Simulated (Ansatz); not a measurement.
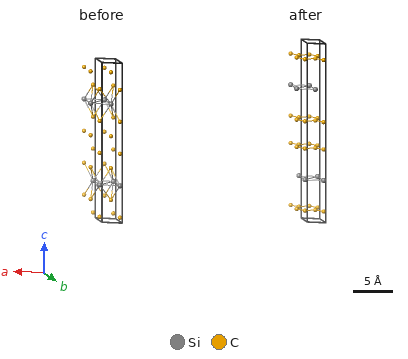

The structure of a crystal of SiC$_{4}$ (a generated structure, set up in P6_3/mmc) (coarse preliminary run) before (left) and after (right) a relaxation, at one scale.

A ball-and-stick model of the cell of the calculation, repeated 2 × 2 × 1 with one cell outlined, seen from a free direction.

Theory: DFT PBE, scalar-relativistic, plane waves, PAW (Ansatz 0.2.0).

Input
```yaml
crystal:
  lattice:
    - [2.68823481, 0.0, 0.0]
    - [-1.34411741, 2.32807964, 0.0]
    - [0.0, 0.0, 21.23617966]
  atoms:
    - { symbol: Si, position: [0.33333333, 0.66666667, 0.25] }
    - { symbol: Si, position: [0.66666667, 0.33333333, 0.75] }
    - { symbol: C, position: [0.33333333, 0.66666667, 0.85] }
    - { symbol: C, position: [0.33333333, 0.66666667, 0.05] }
    - { symbol: C, position: [0.33333333, 0.66666667, 0.45] }
    - { symbol: C, position: [0.33333333, 0.66666667, 0.65] }
    - { symbol: C, position: [0.66666667, 0.33333333, 0.95] }
    - { symbol: C, position: [0.66666667, 0.33333333, 0.15] }
    - { symbol: C, position: [0.66666667, 0.33333333, 0.35] }
    - { symbol: C, position: [0.66666667, 0.33333333, 0.55] }
basis:
  ecutwfc: 420
kpoints:
  mp_grid: { grid: [6, 6, 1] }
hamiltonian:
  xc: pbe
scf:
  occupations: { method: gaussian, width: 0.1 }
  lower_state_search: "off"
output:
  forces: true
  stress: true
  eigenvalues: true
relax:
  adjacent_minimum: "off"
  f_tol: 0.04
  max_steps: 70
  cell: { stress_tol: 0.4 }
```

Command:
```bash
ansatz run input.yaml --threads 1 --pin off --max-ram 2560MiB --backend cpu --events-out ev --progress --plain --runs-dir out
```

### What changed between the two?

The largest moves relative to the cell, 1.75 Å, are those of C3, C6, C8 and C9. C3 goes along +c. Si stays in place. The drawn cell changes as follows: a = b 2.688 → 2.471 Å (−8.1 %), c 21.236 → 23.764 Å (+11.9 %); the volume changes by −5.5 %. Among the contacts that change: Si1–C8 2.630 → 4.366 Å, C3–C7 2.630 → 1.427 Å, Si1–Si1 2.688 → 2.471 Å. New bonds form: C3–C7 (2.63 → 1.43 Å), C4–C8 (2.63 → 1.43 Å), C5–C9 (2.63 → 1.43 Å), C6–C10 (2.63 → 1.43 Å). The space group stays P6_3/mmc (No. 194). The energy falls by 41.607 eV per cell of the calculation in 20 accepted moves (22 points after the start). Largest force component: 0.067 eV/Å at the start, 0.0018 eV/Å at the end. Pressure: −24.61 GPa at the start and 0.13 GPa at the end. At 2 points the geometry stayed and the basis and grid were re-selected for the new cell (energy shift of 12.6 meV per cell of the calculation at most each time).

Limits of the set-up: the k-point mesh is coarse for a cell with partly filled bands.
